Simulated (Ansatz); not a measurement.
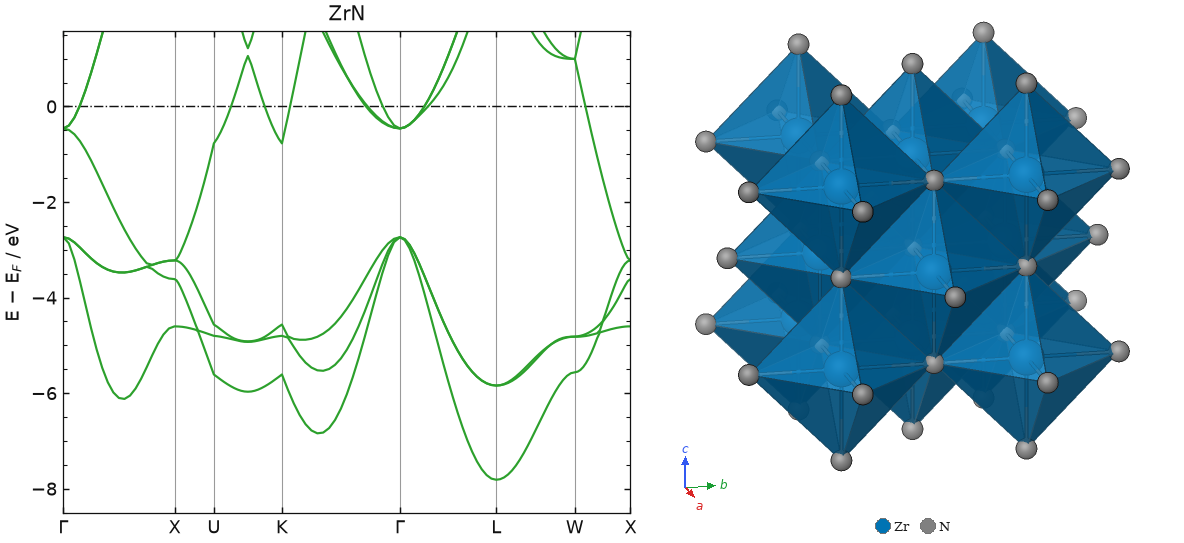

What does this figure show?

Band structure of ZrN, space group Fm-3m (No. 225), 2 atoms in the cell, a database entry, rescaled, beside the structure. Level of theory: DFT with PBE, PAW plane waves, no spin polarisation, 13×13×13 k mesh; code Ansatz 0.2.0. Energies are counted from the Fermi level. The path runs straight from each named point to the next.

A metal: 3 bands cross the Fermi level along this path. Bands cross the Fermi level on Γ–X, U–K, K–Γ, Γ–L and W–X, and not on X–U and L–W.

The electron count is odd and the run has no spin polarisation, so a magnetic state may lie lower. The cell is at 7 GPa in this functional.
